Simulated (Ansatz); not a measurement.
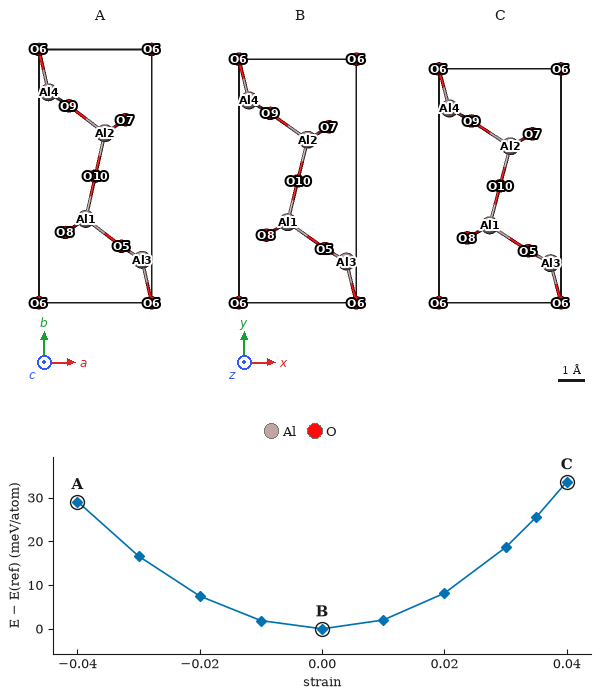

Energy scan for solid Al2O3 (Pnnm), in which the cell is strained along x and oppositely along y, with the atoms kept at their fractional coordinates. x, y and z are the Cartesian axes of the input. The lettered frames are marked on the plot. Style: ball-and-stick. Shown: the cell of the calculation, repeated 1 × 1 × 1 with one cell outlined, along the c axis.

The calculation used DFT r2SCAN, scalar-relativistic, plane waves, PAW (Ansatz). Settings: plane-wave cutoff 500 eV; k-point mesh 6 × 4 × 8; occupations gaussian; smearing width 0.05 eV; no spin polarisation. Energies (free energies at the smearing named) are counted from the relaxed crystal.

### Describe the profile.

Of the computed points the lowest is at the strain 0.00, 0.0 meV/atom. The curvature at zero strain, (1/V) d²E/dε², is about 470 GPa; it is C₁₁ + C₂₂ − 2C₁₂ with clamped ions. The distortion keeps the space group Pnnm. At the strain −0.04 the cell of the drawing goes a 4.629 → 4.444 Å, b 9.609 → 9.993 Å.
